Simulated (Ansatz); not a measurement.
The coordinates of a crystal:

```cif
data_structure
_symmetry_space_group_name_H-M 'F m -3 m'
_symmetry_Int_Tables_number 225
_cell_length_a 4.7838
_cell_length_b 4.7838
_cell_length_c 4.7838
_cell_angle_alpha 90.000
_cell_angle_beta 90.000
_cell_angle_gamma 90.000
_cell_volume 109.48
loop_
_atom_site_label
_atom_site_type_symbol
_atom_site_symmetry_multiplicity
_atom_site_Wyckoff_symbol
_atom_site_fract_x
_atom_site_fract_y
_atom_site_fract_z
_atom_site_occupancy
Hg1 Hg 4 a 0.00000 0.00000 0.00000 1
```

What does this file describe?

The element is mercury. Space group Fm-3m (No. 225), lattice face-centred cubic. This arrangement goes by the name face-centred cubic (Cu type). The cell holds four atoms. Hg bonds to twelve Hg in a cuboctahedral arrangement at 3.38 Å. The bonds build a three-dimensional framework.

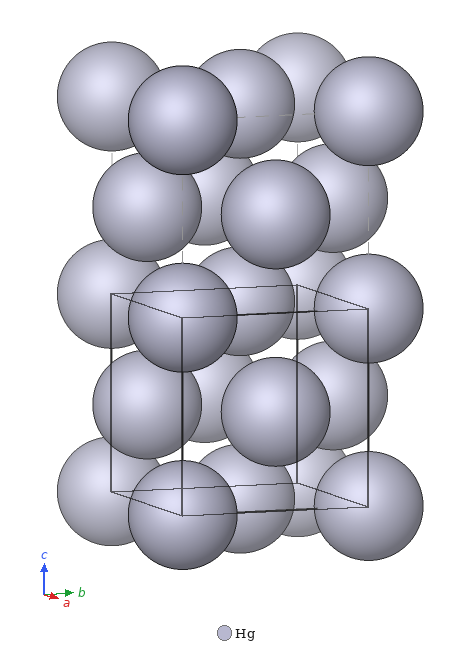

This space-filling model is shown slightly off an axis. The solid frame is a single conventional unit cell within a 1×1×2 block.

It derives from a structure listed in the Materials Project. Earlier steps of the study may have refined or changed the cell and positions. It was set up as input for a calculation with Ansatz.
